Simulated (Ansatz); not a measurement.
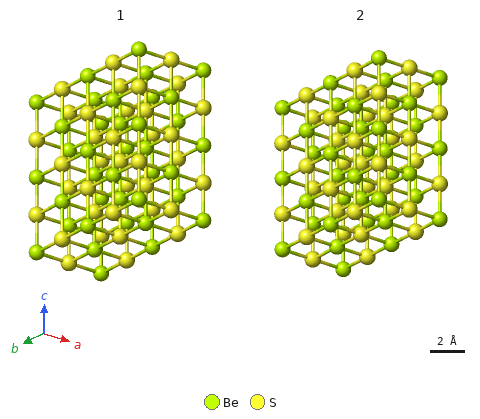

Two geometries of crystalline BeS (built on the LiH-225 type type), drawn at one scale. One is the start of a relaxation, the other its converged end. The picture is a ball-and-stick view of the conventional cell (4 times the calculation's cell), repeated 1 × 2 × 2 with one cell outlined, seen from a free direction. Lengths and directions refer to the drawn axes.

Level of theory: DFT, PBEsol, plane waves, PAW in Ansatz. Settings: plane-wave cutoff 420 eV; k-point mesh 8 × 8 × 8; occupations fermi dirac; smearing width 0.03 eV; no spin polarisation; cell and atoms relaxed; force threshold 0.01 eV/Å; at most 120 steps.

**Which geometry has the lower energy?**

Structure 2 is the relaxed one. No atom moves by more than 0.005 Å relative to the cell. The volume changes by −16.2 %, with a = b = c 4.870 → 4.591 Å (−5.7 %). Near-neighbour distances that change, for instance: Be–S 2.435 → 2.296 Å. The space group stays Fm-3m (No. 225). The energy falls by 0.243 eV per cell of the calculation in 3 accepted moves (4 points after the start). All forces vanish by symmetry, so only the cell relaxes. The pressure goes from −14.37 to −0.04 GPa. The SCF was repeated once at an unchanged geometry on a basis and grid sized afresh for the cell, which shifted the energy by 0.2 meV per cell of the calculation at most. Cost: 1.1 s on 2 threads of AMD EPYC 7R13 Processor (Zen 3), on a shared host, peak memory 0.49 GiB.
